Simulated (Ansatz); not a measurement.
TiNi. A set of calculations on one system.

Space group P4/nmm; the calculation finds a residual pressure of about −2 GPa at this fixed cell; computed without spin polarisation. The cell comes from a database of computed structures, not from a measurement.

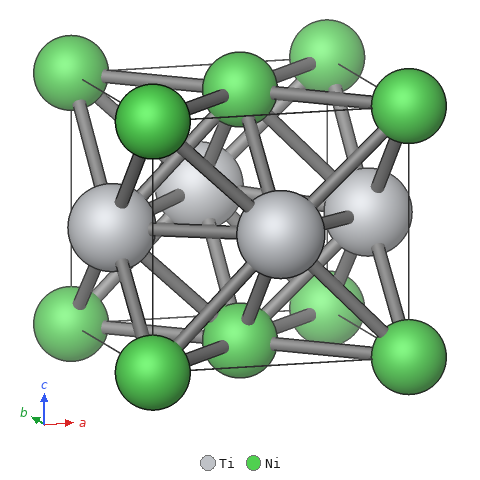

The conventional cell.

Input

```
crystal:
  lattice:
    - [3.821946, 0.0, 0.0]
    - [0.0, 3.821946, 0.0]
    - [0.0, 0.0, 3.63625]
  atoms:
    - { symbol: Ti, position: [0.0, 0.5, 0.480801] }
    - { symbol: Ti, position: [0.5, 0.0, 0.519199] }
    - { symbol: Ni, position: [0.5, 0.5, 0.0] }
    - { symbol: Ni, position: [0.0, 0.0, 0.0] }
basis:
  ecutwfc: 500
  fft_grid_basis: typed
kpoints:
  mp_grid: { grid: [10, 10, 10] }
hamiltonian:
  xc: r2scan
scf:
  occupations: { method: gaussian, width: 0.05 }
output:
  forces: true
  stress: true
  eigenvalues: true
  bader: true
  write_density: true
  volumetric_format: npy
  elf: true
```

Run with:

```sh
ansatz run input.yaml --threads 1 --pin off --max-ram 2560MiB --backend cpu --events-out ev --progress --plain --runs-dir out
```

The picture shows the conventional cell (a = 3.82 Å, b = 3.82 Å, c = 3.64 Å, α = 90.00°, β = 90.00°, γ = 90.00°).

The calculation used Ansatz 0.2.0, DFT r2SCAN, scalar-relativistic, plane waves, PAW.

Core electrons are frozen (PAW), so the maps are meaningful between the atoms, not at the nuclei.

Part 1: Bonding charge

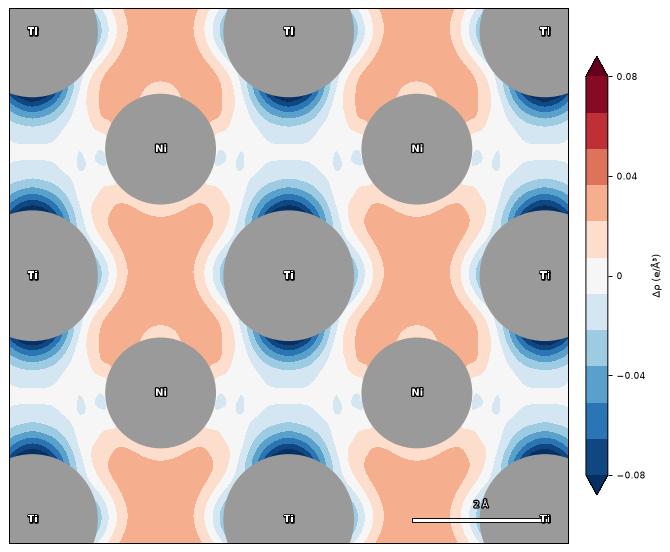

*Deformation density (self-consistent density less superposed neutral spherical atoms): a map on the (100) plane of the conventional cell, with grey discs over the atomic cores. Cores are masked to 1.0 Å (Ti) and 0.8 Å (Ni).*

Where does charge go when the atoms form this crystal?

Ni–Ti (2.59 Å): Δρ is +0.019 e/Å³ at the midpoint.
- Ni–Ni (2.70 Å): Δρ is +0.016 e/Å³ at the midpoint (this contact isn't in the plane drawn).
- Ti–Ti (2.71 Å): Δρ is −0.013 e/Å³ at the midpoint (this contact isn't in the plane drawn).
- Over the whole cell, outside the masked cores, the largest gain, 0.04 e/Å³, lies 1.6 Å from a nickel nucleus and 1.9 Å from a titanium one, and the largest loss lies at the edge of the masked core of Ti.
- The rearranged charge, half the integral of |Δρ|, is about 0.15 e an atom.

Part 2: States by energy

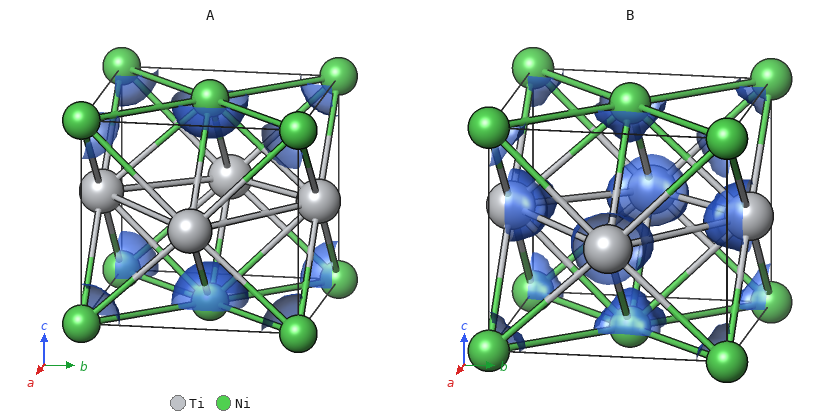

TiNi: densities of the states in two energy windows, as isosurfaces (each at a level of its own) in the conventional cell.

The windows, about the Fermi level, are −5.4 to −2.7 eV and −0.25 to +0.25 eV. Which panel shows which?

Panel A: −5.4 to −2.7 eV, the middle third of the occupied valence band, mainly Ni 3d (60 %), Ti 3d (20 %) and Ni 4s (10 %).
Panel B: −0.25 to +0.25 eV, the states at the Fermi level, mainly Ti 3d (65 %) and Ni 3d (30 %).
The characters are Löwdin shares on a minimal set of atomic orbitals.

Part 3: Change of volume

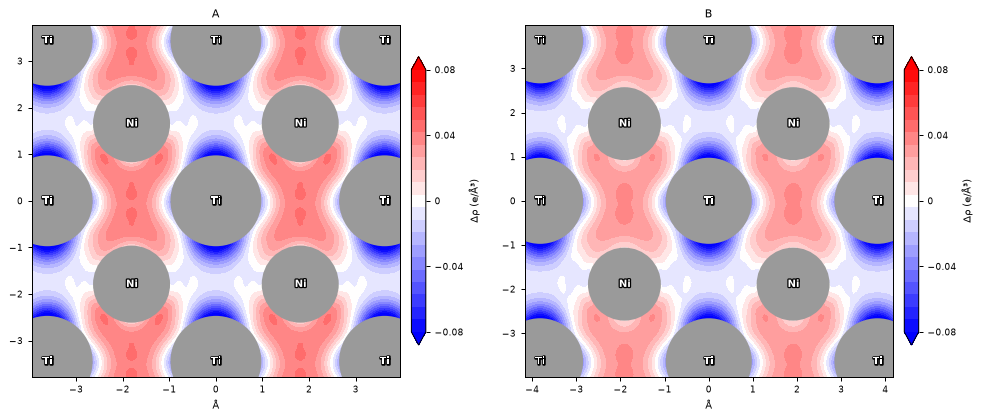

TiNi: deformation density on the (100) plane of the conventional cell at two volumes, with the same fractional coordinates and one colour scale. Grey discs cover the cores.

Which panel is the larger cell, by how much, and what changes?

B is the larger cell: A has 85 % of the volume of B.
From B to A, Ni–Ti goes from 2.59 to 2.45 Å, and Δρ at its midpoint from +0.019 to +0.02 e/Å³.
The pressure is −2 GPa in B and 34 GPa in A.
The rearranged charge is 0.15 e an atom in B and 0.15 e in A.

Part 4: Putting it together

The two pressures give a mean stiffness −ΔP/Δln V of about 225 GPa over this range, with the atoms held at their fractional positions.

Run times: 110 s (base cell), 65 s (state densities) and 110 s (scaled cell), on 1 thread of Arm Neoverse N1 (shared host).
